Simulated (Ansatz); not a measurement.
```
Mg I
1.0
     4.15664    0.00000    0.00000
    -2.07832    3.59976    0.00000
     0.00000    0.00000    6.87562
Mg I
1 2
Cartesian
  0.0000 0.0000 0.0000
  0.0000 2.3998 1.6678
  2.0783 1.1999 5.2078
```

Space group P-3m1; started from the measured structure prototype, which need not be the ambient phase.

The calculation used DFT, HSE06, plane waves, PAW in Ansatz 0.2.0.

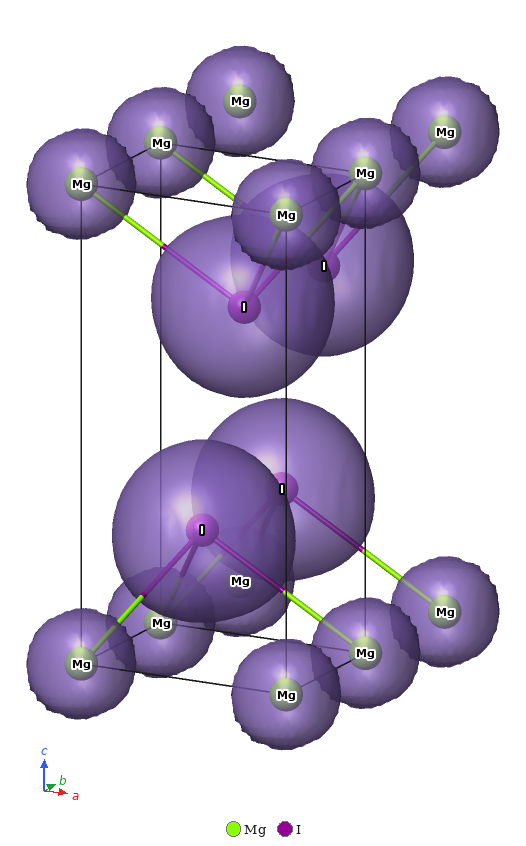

MgI2. Isosurface of the valence charge density (pseudo) at 0.3 e/Å³ (purple), seen slightly off an axis. Sticks mark near contacts.

The density is the valence pseudo-density of a PAW calculation; it isn't the true density close to the nuclei.

**Which contacts does the surface bridge?**

At this value the density breaks into separate islands; it holds about 85 % of the electrons treated as valence (semicore included). It bridges none of the near contacts. It is pinched off along the shortest Mg–I (2.92 Å) contacts. On the grid the lowest density along these lines, outside the cores, is 0.14 e/Å³ (Mg–I, 2.92 Å).
